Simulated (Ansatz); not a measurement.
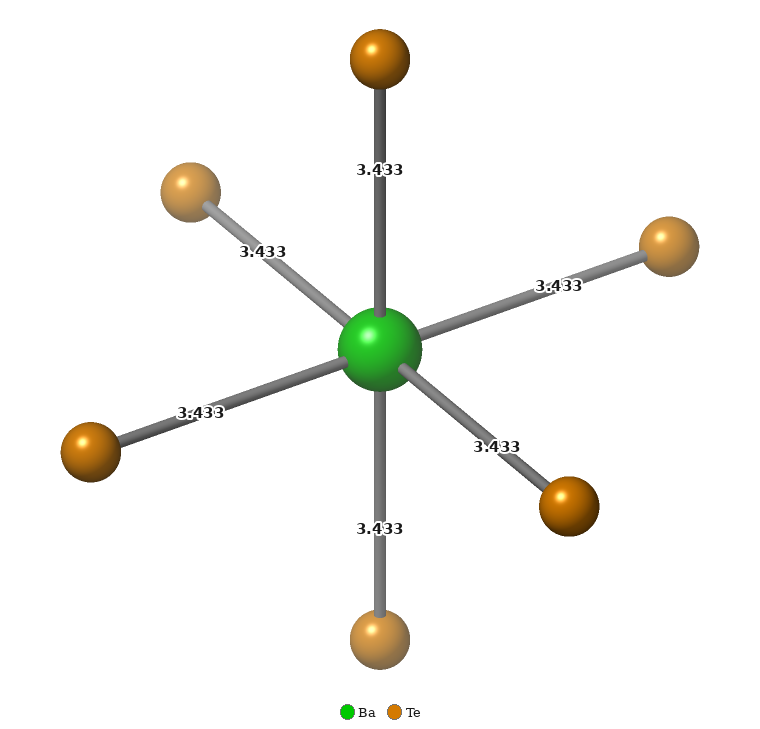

The surroundings of site Ba1 (at 0.000, 0.000, 0.000) in BaTe in space group Fm-3m, with bond lengths in Å.

The cell is taken from coordinates from a relaxation with DFT, LDA, plane waves, PAW in Ansatz 0.2.0.

```
CELL_PARAMETERS angstrom
6.86575 0.00000 0.00000
0.00000 6.86575 0.00000
0.00000 0.00000 6.86575
ATOMIC_POSITIONS crystal
Ba 0.00000 0.00000 0.00000
Te 0.50000 0.00000 0.00000
Ba 0.00000 0.50000 0.50000
Te 0.50000 0.50000 0.50000
Ba 0.50000 0.00000 0.50000
Te 0.00000 0.00000 0.50000
Ba 0.50000 0.50000 0.00000
Te 0.00000 0.50000 0.00000
```

Bond valence s = exp((R0 − d)/b), R0 fitted to published crystal structures with b = 0.37 Å; R0 in Å: Ba2+–Te 3.045.

Calculate the bond-valence sum of Ba1 from the bonds drawn.

6 × 0.350 = 2.10 v.u., against a formal valence of 2: overbonded (bonds short for this ion) by 0.10.

And over the whole structure?

| site | x, y, z | formal valence | bond-valence sum | difference |
| --- | --- | --- | --- | --- |
| Ba1 | 0.000, 0.000, 0.000 | +2 | 2.10 | 0.10 |
| Te1 | 0.500, 0.000, 0.000 | −2 | 2.10 | 0.10 |

These sums include all anions within 5 Å. The global instability index (root mean square of the differences over all atoms) is 0.10 v.u.: moderate strain, common in real structures. Cells relaxed with LDA tend to have short bonds, which raises the sums.
